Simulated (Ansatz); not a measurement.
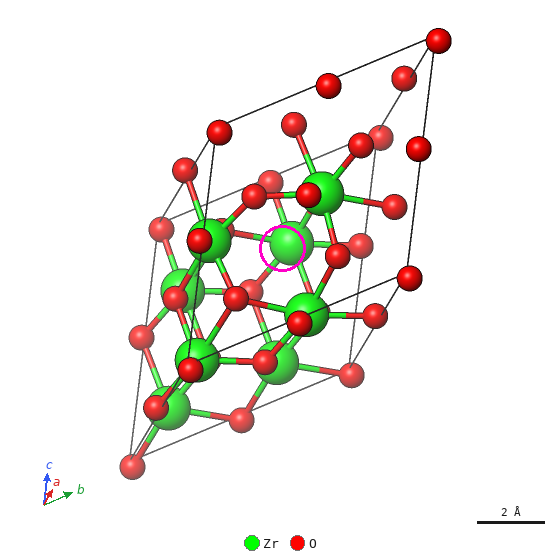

The image is a ball-and-stick drawing of a crystal, viewed from a general direction. The supercell is outlined; an atom on or near a face, edge or corner is repeated at each equivalent position. The host is ZrO₂, in a cell of 24 sites, and the cell carries a charge of +1. A ring marks the defect's site.

### Which defect is modelled here, and what are its neighbours?

An oxygen vacancy. Around the empty site lie five O and four Zr at about 2.2 to 2.4 Å.

Theory: Ansatz 0.2.0, DFT PBE, scalar-relativistic, plane waves, PAW. Numerical settings: E_cut = 420 eV, 2×2×2 k-mesh, Gaussian smearing of 0.01 eV, collinear spins.

### Does a spin moment come with the defect?

Yes, 1.0 μB in the cell.

The atoms were relaxed in the host's cell with DFT PBE, scalar-relativistic, plane waves, PAW in Ansatz 0.2.0.
